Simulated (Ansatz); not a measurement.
# Electron scattering at the Σ5 (310) boundary in fcc Rh with O (interstitial), part 2 of 2

Wanted: what the Σ5 (310) boundary in fcc Rh with O (interstitial) costs an interconnect.

Ansatz 0.2.0; Ansatz plane-wave DFT, PBE, PAW files; relaxation of a bicrystal slab with its lowest layers held; PAW set soft_1 (the session's first sound run).

So far. Step 2 (Relaxing the bicrystal): The largest force component on a free atom ends at 0.026 eV/Å, under the tolerance of 0.03, after 14 steps.

## Step 3: Transmission across the boundary

This step: Ansatz plane-wave DFT, PBE, PAW files; ballistic transport by layer matching (Landauer), zero bias; boundary relaxed in a short slab, bulk layers laid on; PAW set soft_1 (Ansatz 0.2.0).

System of this step: Σ5 (310) boundary in fcc Rh with O (interstitial). The cell holds 73 atoms: 72 Rh and 1 O. Its edges and angles: a = 6.013 Å, b = 3.803 Å, c = 51.485 Å, α = 90.0°, β = 90.0°, γ = 90.0°. It derives from Rh. Regions: lower grain, 29 atoms (29 Rh); boundary, 21 atoms (20 Rh and 1 O); upper grain, 23 atoms (23 Rh). Vacuum lies along c.

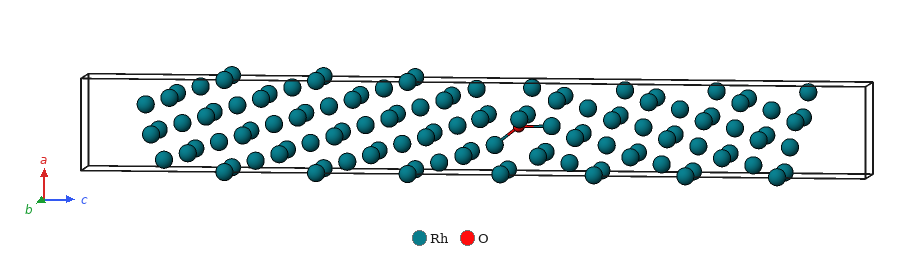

The cell of this step (rhodium blue, oxygen red). Some periodic images of atoms are drawn too.

input.yaml reads:

```yaml
crystal:
  lattice:
    - [6.0132290847, 0.0, 0.0]
    - [0.0, 3.8031, 0.0]
    - [0.0, 0.0, 51.4848950521]
  atoms:
    - { symbol: Rh, position: [11.7, -19.5, 0.0776926902] }
    - { symbol: Rh, position: [11.4, -19.0, 0.0893722888] }
    - { symbol: Rh, position: [11.1, -18.5, 0.1010518874] }
    - { symbol: Rh, position: [10.8, -18.0, 0.112731486] }
    - { symbol: Rh, position: [10.5, -17.5, 0.1244110846] }
    - { symbol: Rh, position: [10.2, -17.0, 0.1360906832] }
    - { symbol: Rh, position: [9.9, -16.5, 0.1477702818] }
    - { symbol: Rh, position: [9.6, -16.0, 0.1594498804] }
    - { symbol: Rh, position: [9.3, -15.5, 0.171129479] }
    - { symbol: Rh, position: [9.0, -15.0, 0.1828090776] }
    - { symbol: Rh, position: [8.7, -14.5, 0.1944886762] }
    - { symbol: Rh, position: [8.4, -14.0, 0.2061682748] }
    - { symbol: Rh, position: [8.1, -13.5, 0.2178478735] }
    - { symbol: Rh, position: [7.8, -13.0, 0.2295274721] }
    - { symbol: Rh, position: [7.5, -12.5, 0.2412070707] }
    - { symbol: Rh, position: [7.2, -12.0, 0.2528866693] }
    - { symbol: Rh, position: [6.9, -11.5, 0.2645662679] }
    - { symbol: Rh, position: [6.6, -11.0, 0.2762458665] }
    - { symbol: Rh, position: [6.3, -10.5, 0.2879254651] }
    - { symbol: Rh, position: [6.0, -10.0, 0.2996050637] }
    - { symbol: Rh, position: [5.7, -9.5, 0.3112846623] }
    - { symbol: Rh, position: [5.4, -9.0, 0.3229642609] }
    - { symbol: Rh, position: [5.1, -8.5, 0.3346438595] }
    - { symbol: Rh, position: [4.8, -8.0, 0.3463234581] }
    - { symbol: Rh, position: [4.5, -7.5, 0.3580030567] }
    - { symbol: Rh, position: [4.2, -7.0, 0.3696826553] }
    - { symbol: Rh, position: [3.9, -6.5, 0.3813622539] }
    - { symbol: Rh, position: [3.6, -6.0, 0.3930418525] }
    - { symbol: Rh, position: [3.3, -5.5, 0.4047214512] }
    - { symbol: Rh, position: [1.0, 0.0, 0.4164010498] }
    - { symbol: Rh, position: [0.6987497469, 0.5, 0.4277999651] }
    - { symbol: Rh, position: [0.4012511981, 0.0, 0.4397516119] }
    - { symbol: Rh, position: [0.1013217208, 0.5, 0.4518019335] }
    - { symbol: Rh, position: [0.8034145484, 0.0, 0.4631641283] }
    - { symbol: Rh, position: [0.5040842842, 0.5, 0.47516653] }
    - { symbol: Rh, position: [0.2036403078, 0.0, 0.4873988997] }
    - { symbol: Rh, position: [0.9062850787, 0.5, 0.4995465044] }
    - { symbol: Rh, position: [0.6053486592, 0.0, 0.5089443495] }
    - { symbol: Rh, position: [0.2983912821, 0.5, 0.5226457177] }
    - { symbol: Rh, position: [0.0079376669, 0.0, 0.5346179307] }
    - { symbol: O, position: [0.5028527637, 0.5, 0.5532562848] }
    - { symbol: Rh, position: [0.6070285638, 0.0, 0.5586544636] }
    - { symbol: Rh, position: [0.9246187106, 0.5, 0.5702730881] }
    - { symbol: Rh, position: [0.2031588267, 0.0, 0.5825659821] }
    - { symbol: Rh, position: [0.510129631, 0.5, 0.595206552] }
    - { symbol: Rh, position: [0.8142154452, 0.0, 0.606556276] }
    - { symbol: Rh, position: [0.1109056111, 0.5, 0.6179259573] }
    - { symbol: Rh, position: [0.4105208871, 0.0, 0.6298898441] }
    - { symbol: Rh, position: [0.7081134166, 0.5, 0.6414714171] }
    - { symbol: Rh, position: [1.0079255648, 0.0, 0.6536765419] }
    - { symbol: Rh, position: [3.3079255648, -5.5, 0.6653561405] }
    - { symbol: Rh, position: [3.6079255648, -6.0, 0.6770357391] }
    - { symbol: Rh, position: [3.9079255648, -6.5, 0.6887153377] }
    - { symbol: Rh, position: [4.2079255648, -7.0, 0.7003949363] }
    - { symbol: Rh, position: [4.5079255648, -7.5, 0.7120745349] }
    - { symbol: Rh, position: [4.8079255648, -8.0, 0.7237541335] }
    - { symbol: Rh, position: [5.1079255648, -8.5, 0.7354337321] }
    - { symbol: Rh, position: [5.4079255648, -9.0, 0.7471133307] }
    - { symbol: Rh, position: [5.7079255648, -9.5, 0.7587929293] }
    - { symbol: Rh, position: [6.0079255648, -10.0, 0.7704725279] }
    - { symbol: Rh, position: [6.3079255648, -10.5, 0.7821521265] }
    - { symbol: Rh, position: [6.6079255648, -11.0, 0.7938317252] }
    - { symbol: Rh, position: [6.9079255648, -11.5, 0.8055113238] }
    - { symbol: Rh, position: [7.2079255648, -12.0, 0.8171909224] }
    - { symbol: Rh, position: [7.5079255648, -12.5, 0.828870521] }
    - { symbol: Rh, position: [7.8079255648, -13.0, 0.8405501196] }
    - { symbol: Rh, position: [8.1079255648, -13.5, 0.8522297182] }
    - { symbol: Rh, position: [8.4079255648, -14.0, 0.8639093168] }
    - { symbol: Rh, position: [8.7079255648, -14.5, 0.8755889154] }
    - { symbol: Rh, position: [9.0079255648, -15.0, 0.887268514] }
    - { symbol: Rh, position: [9.3079255648, -15.5, 0.8989481126] }
    - { symbol: Rh, position: [9.6079255648, -16.0, 0.9106277112] }
    - { symbol: Rh, position: [9.9079255648, -16.5, 0.9223073098] }
kpoints:
  mp_grid: { grid: [4, 7, 1] }
hamiltonian:
  xc: pbe
  pseudopotentials: { kind: paw, azcp: { folder: soft_1 } }
scf:
  occupations: { method: fermi_dirac, width: 0.1 }
output:
  transmission:
    leads: [[15, 16], [60, 61]]
    kmesh: [10, 16]
    e_range: [-0.1, 0.1]
    de: 0.05
  write_potential: true
  write_density: true
  volumetric_format: npy
  elf: true
```

Command:

```
ansatz run input.yaml --threads 8 --pin off --max-ram 15360MiB --backend cpu --events-out ev --progress --plain --runs-dir out
```

Numbers of over 12 decimals in the logs are rounded to 6 here.

Output:

```text
[...]
Crystal: 73 atoms, lattice volume = 1177.404 Å³
Basis set: ecut = 420 eV, 23021 PW (Γ)
Bands: 738, of which v1, the nominal top of the filled ones, is band 615 counted from 1 (614 counted from 0)
Symmetry: 2 space group operations
[...]
k-points: 12 of 28 (time reversal used)
[...]
SCF iter   1: F=—  HF=-461602.966609 eV  |F-HF|=—  |Δ(HF+E_count)|=         —  Δρ=1.01e-1  dr2=1.61e2  ethr=3.10e-3  ⟨swp⟩=5.8  Hψ=29178  notcnv=0  defer=401
[...]
SCF iter  13: F=-461568.568353 eV  HF=-461568.568353 eV  |F-HF|=1.23e-8  |Δ(HF+E_count)|=   1.46e-9  Δρ=7.45e-7  dr2=1.29e-8  ethr=8.13e-12  ⟨swp⟩=2.0  Hψ=16339  notcnv=0
SCF 1 converged in 13 iterations: F = -461568.568353 eV  dr2 = 1.29e-8
[...]
transmission: 407 of 4050 steps passed
transmission: 810 of 4050 steps passed
[...]
transmission: 4050 of 4050 steps passed
WARN: The output density's exchange-correlation potential varies sharply where the density is thin. Do not read a vacuum level from v_tot or v_xc, or from such a field of the output density. On a cell that repeats whose density bears no net charge and no dipole along the vacuum's axis use v_es (v_loc + v_h of the components); under efield.dipole_correction with no amplitude use v_es + v_field, which holds any externa [...]
SCF converged after 13 iterations
Free energy (F): -461568.568353 eV
[...]
Internal energy: -461565.064825 eV  (E = F + TS)
E sigma→0 (E₀):  -461566.816589 eV
Entropy (-TS):   -3.503528 eV (-47.994 meV/atom)
Fermi energy:    18.162929 eV
[...]
--- Band table (eV; the first three rows and the last of 12) ---
  k-point 0: bands = [... 611 lower, 18.0973, 18.0987, 18.1339, 18.1366, 18.1585, 18.1875, 18.1890, 18.1912, ... 119 higher]
  k-point 1: bands = [... 611 lower, 18.2425, 18.2802, 18.2924, 18.3003, 18.3137, 18.3597, 18.3682, 18.4017, ... 119 higher]
  k-point 2: bands = [... 611 lower, 18.2585, 18.3059, 18.3205, 18.3321, 18.3504, 18.3527, 18.3672, 18.3783, ... 119 higher]
  k-point 11: bands = [... 611 lower, 18.0692, 18.0850, 18.0981, 18.1257, 18.1407, 18.1478, 18.1649, 18.2042, ... 119 higher]
--- Transmission ---
  basis      : 201 plane waves across, 75 finite elements along
  points     : 54, standing for a mesh of 10 x 16
  energies   : 5 from -0.100000 to 0.100000 eV about the Fermi level, 0.050000 eV apart; the leads are filled to 0.000000 eV, and channels, transmission and decay are at 0.000000 eV
  crystal 0  : Rh4, at the sites [15, 16], period 2.4053 Å, over 18.04 Å; its Hamiltonian steps by up to 14.0 meV
    offset         : up to 0.0000 Å between an atom of the period and one for which it stands
    channels       : 6.900000e0 a spin
    conductance    : none, the energies end too early or step too widely for 300 K: set another output.transmission.e_range or a lower de, or, where they end at an eighth of basis.ecutwfc, a higher one
[...]
channels       : 6.925000e0 a spin
[...]
junction   : crystal 0 to crystal 1, 12.72 to 38.16 Å
    transmission   : 3.103021e0 a spin
[...]
```

It took 28 min on 8 threads of Arm Neoverse N1, shared host; peak memory 11 GiB; 3.6 h of CPU time.

The column dr2 measures how far the density is from self-consistency, as an energy; F and HF (Harris–Foulkes) agree once it is small.

Numbers from this step:

```
free energy                                    : -461568.5684 eV
energy at zero smearing                        : -461566.8166 eV
Fermi energy                                   : 18.16 eV
cell area                                      : 22.87 Å²
transmission per spin nearest the Fermi level  : 3.103
open channels per spin nearest the Fermi level : 6.9
open channels per spin, upper lead             : 6.925
step of the lead's potential                   : 14 meV
step of the upper lead's potential             : 13.1 meV
```

Per spin. Table of transmission, zone mean by energy, zero at the Fermi level:

```csv
energy (eV),"transmission, zone mean"
-0.1000,3.05
-0.0500,3.08
0.0000,3.10
0.0500,3.19
0.1000,3.21
```

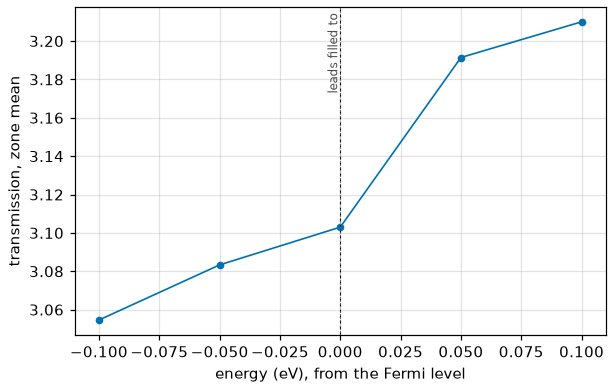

Transmission, zone mean against energy.

Per spin. Open channels, zone mean against energy, zero at the Fermi level:

```
energy (eV)  lead  upper lead
    -0.1000  6.86        6.86
    -0.0500  6.86        6.89
     0.0000   6.9        6.92
     0.0500  7.16        7.16
     0.1000  7.11        7.11
```

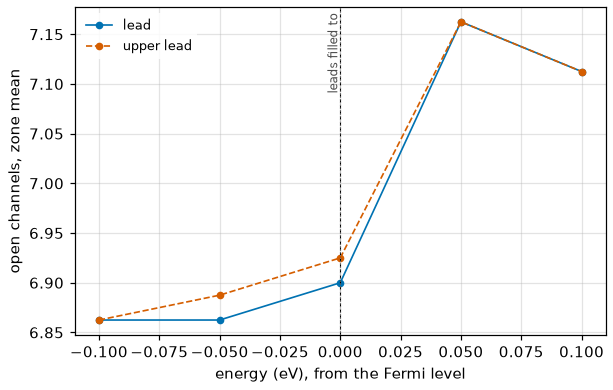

Open channels, zone mean against energy.

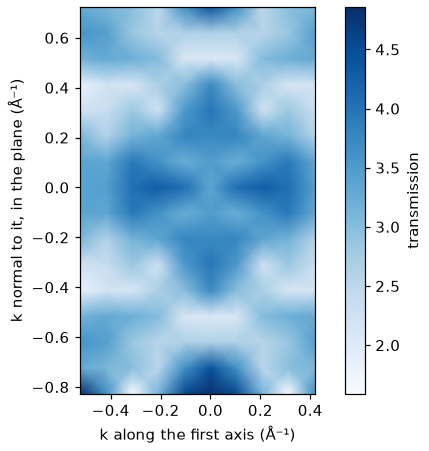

Transmission over k1 and k2. At 0.0000 eV from the Fermi level.

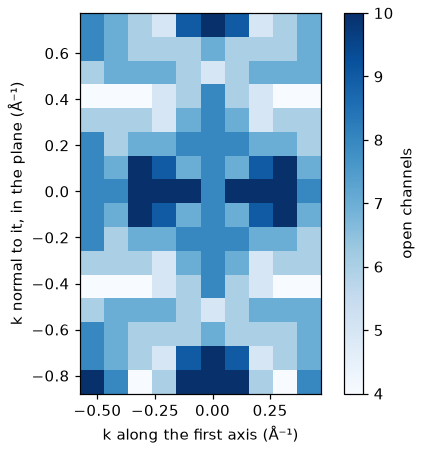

Open channels over k1 and k2. At 0.0000 eV from the Fermi level.

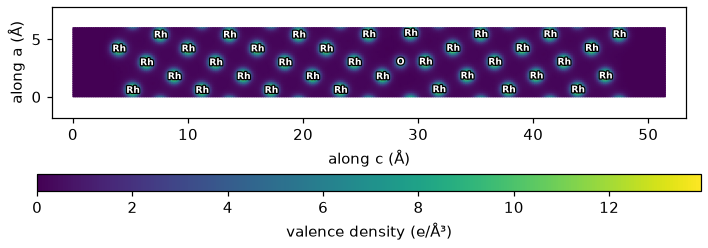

Valence density in the ca plane at fractional y = 0.500, with atoms of Rh and O within 0.2 Å of it. It is the smooth field of the valence electrons, not physical close to the nuclei.

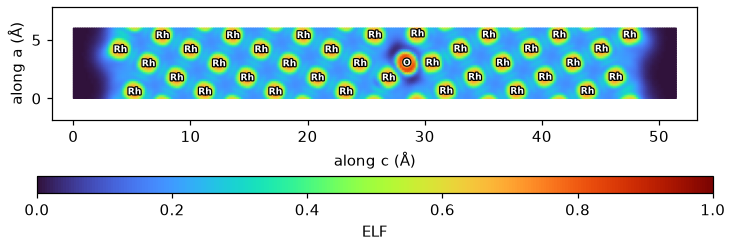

ELF in the ca plane at fractional y = 0.500, with atoms of Rh and O within 0.2 Å of it. It is the smooth field of the valence electrons, not physical close to the nuclei.

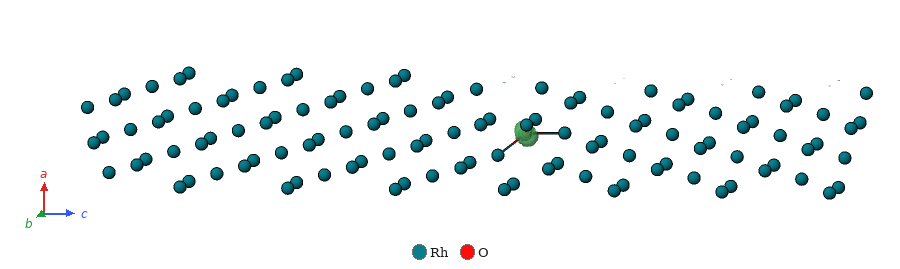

Surface of ELF = 0.76.

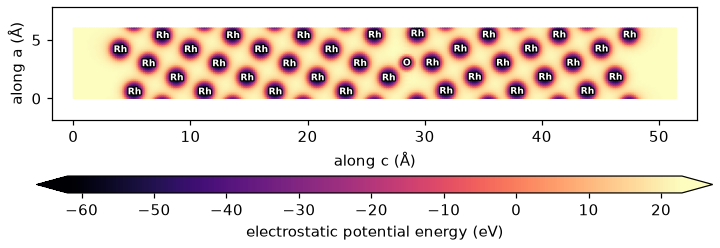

Electrostatic potential energy in the ca plane at fractional y = 0.500, with atoms of Rh and O within 0.2 Å of it. With pseudopotentials it is smooth inside the atoms' cores, unlike the true potential.

Over the solved energies the transmission per spin lies between 3.05 and 3.21, out of 6.98 channels of the lead on average (up to 7.16).

## Step 4: Specific resistance

This step: Ansatz plane-wave DFT, PBE, PAW files; ballistic transport by layer matching (Landauer), zero bias; specific resistance of the boundary; PAW set soft_1 (Ansatz 0.2.0).

Numbers from this step:

| Property | Result |
| --- | --- |
| area resistance | 0.5209 fΩ m² |
| T over the leads' mean channel count | 0.4479 |

Averaged over the energies near the Fermi level, 44.8 % of the channels pass, which makes 0.521 fΩ m².

By hand, with T and the leads' channels N averaged over the energies near the Fermi level: RA = A (h/2e²)(1/T − ½[1/N₁ + 1/N₂]) = 22.87×10⁻²⁰ m² × 12 906 Ω × (1/3.128 − ½[1/6.980 + 1/6.990]) = 0.521 fΩ m².

## Step 5: Summary of results

```json
{
 "specific resistance of the boundary": "0.521 fΩ m²",
 "share of channels that pass": "0.448"
}
```

In words: The boundary has a specific resistance of 0.52 fΩ m². The boundary reflects 55 % of the channels; 0.52 fΩ m² is 5.2×10⁻¹² Ω·cm². One O in 22.9 Å² of boundary is a high coverage. One starting structure was relaxed; another shift or atom count at the boundary may lie lower.

[Logs are printed without paths, hosts, clocks, repeated set-up lines and the standing remarks that a program may print on its own settings, such as how far it seeks lower states.]

[Hosts, paths, dates, database ids (printed as entryN), source tags and the programs' standing remarks are cut or masked in the printed files.]
